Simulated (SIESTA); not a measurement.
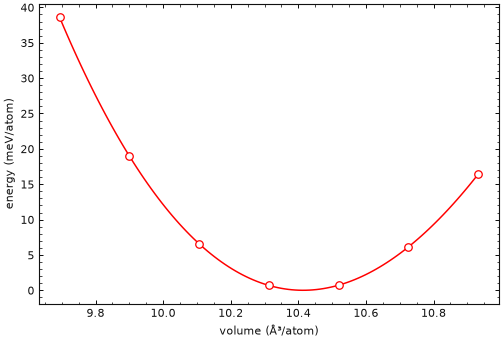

The picture above shows the energy against volume.

Method: DFT in numerical atomic orbitals with pseudopotentials, no spin polarisation; energies at scaled volumes of the given cell, shape and fractions fixed, counted from the fit's minimum, third-order Birch-Murnaghan fit (SIESTA 5.4.2). Level: PBE with D3(BJ).

**For which of these solids was it computed?**
A. GaSb, F-43m (No. 216)
B. SiC, P6_3mc (No. 186)
C. Ta, Im-3m (No. 229)

B, SiC: energy from 0.70 meV/atom to 38.59 meV/atom, V0 10.41 Å³/atom, B0 221 GPa. The others give: Ta, energy from 0.56 meV/atom to 59.59 meV/atom, V0 17.77 Å³/atom, B0 220 GPa; GaSb, energy from 0.46 meV/atom to 23.15 meV/atom, V0 28.84 Å³/atom, B0 48.5 GPa.

For GaSb, limits of the calculation: mulliken charges of long orbitals.

For SiC, limits of the calculation: shape and atomic fractions are frozen while scaling, which makes layered, chain and framework solids too stiff.

For Ta, limits of the calculation: short basis over semicore shells.
